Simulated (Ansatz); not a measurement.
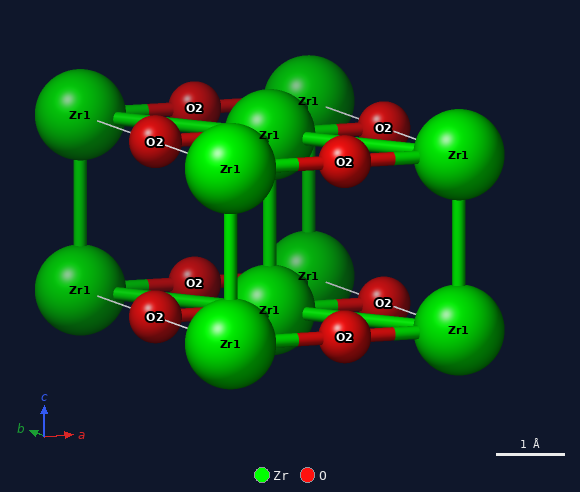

Starting structure of solid ZrO (a generated structure, set up in Cmmm). The picture is a ball-and-stick view of the conventional cell (2 times the calculation's cell), seen slightly off an axis. Lengths and directions refer to the drawn axes.

The run lets cell and atoms move.

These are results of Kohn-Sham DFT of a periodic cell, HSEsol, Ansatz PAW (Ansatz 0.2.0), not measurements.

Input
```yaml
crystal:
  lattice:
    - [1.82663986, -2.91884927, 0.0]
    - [1.82663986, 2.91884927, 0.0]
    - [0.0, 0.0, 2.61993837]
  atoms:
    - { symbol: Zr, position: [0.0, 0.0, 0.0] }
    - { symbol: O, position: [0.5, 0.5, 0.0] }
hamiltonian:
  xc:
    exchange: hjs_pbesol
    correlation: pbesol
    exx: { coeff: 0.25, omega: 0.207 }
  pseudopotentials: { kind: paw }
kpoints:
  mp_grid: { grid: [5, 5, 5] }
scf:
  occupations: { method: fermi_dirac, width: 0.05 }
output:
  forces: true
  stress: true
  eigenvalues: true
  write_density: true
  write_potential: true
  elf: true
  volumetric_format: npy
relax:
  f_tol: 0.01
  max_steps: 40
  cell: { stress_tol: 0.05 }
```

Where does the relaxation end?

Answer. After 15 accepted moves (18 points after the start) the energy has fallen by 1625 meV per atom. All forces vanish by symmetry, so only the cell relaxes. Pressure: 55.47 GPa at the start and 0.01 GPa at the end. The SCF was repeated 3 times at an unchanged geometry on a basis and grid sized afresh for the cell, which shifted the energy by 65.9 meV per atom at most. No atom moves by more than 0.005 Å relative to the cell. The volume changes by +6.3 %, with a 3.653 → 4.302 Å (+17.8 %), b 5.838 → 4.303 Å (−26.3 %), c 2.620 → 3.209 Å (+22.5 %). Near-neighbour distances that change, for instance: Zr1–O2 2.919 → 2.152 Å, Zr1–Zr1 2.620 → 3.209 Å, Zr1–Zr1 (another image) 3.443 → 3.042 Å, Zr1–O2 (another image) 1.827 → 2.151 Å. New bonds form, among them: Zr1–O2 (2.92 → 2.15 Å). The space group (tolerance 0.01 Å) goes from Cmmm (No. 65) to P4/mmm (No. 123).

Step by step:

```
step  E − E(0), meV/atom  pressure, GPa  volume, Å³/atom                      note
   0                0.00          55.47           13.969                          
   1             -493.99          26.24           15.082                          
   2             -751.11          11.33           15.844                          
   3             -951.07           0.74           15.970                          
   4            -1142.62          -5.17           15.712                          
   5            -1315.09          -5.78           15.209                          
   6            -1480.38          -1.97           14.547                          
   7            -1537.50           7.24           13.908                          
   8            -1545.21           0.59           14.221                          
   9            -1546.14          -0.12           14.301                          
  10            -1546.23           0.02           14.294                          
  11            -1612.15           4.53           14.294  same geometry, new basis
  12            -1621.62           1.60           14.619                          
  13            -1622.76           0.08           14.819                          
  14            -1622.74           0.01           14.839                          
  15            -1622.75           0.00           14.839                          
  16            -1624.53           0.06           14.839  same geometry, new basis
  17            -1624.52           0.01           14.851                          
  18            -1624.55           0.01           14.851  same geometry, new basis
```

The end point in the same view:

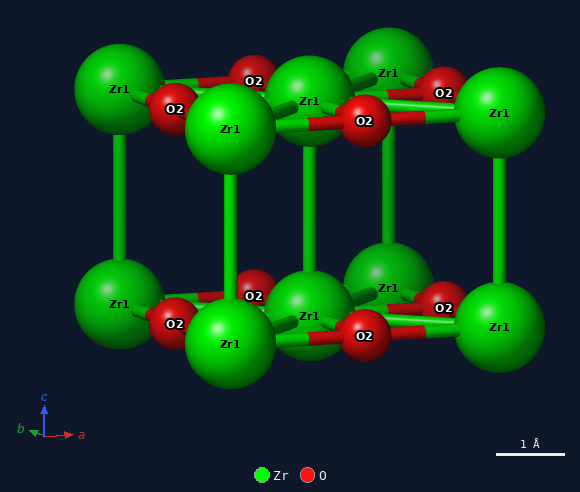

Limits of the set-up: the k-point mesh is coarse for a cell with partly filled bands.
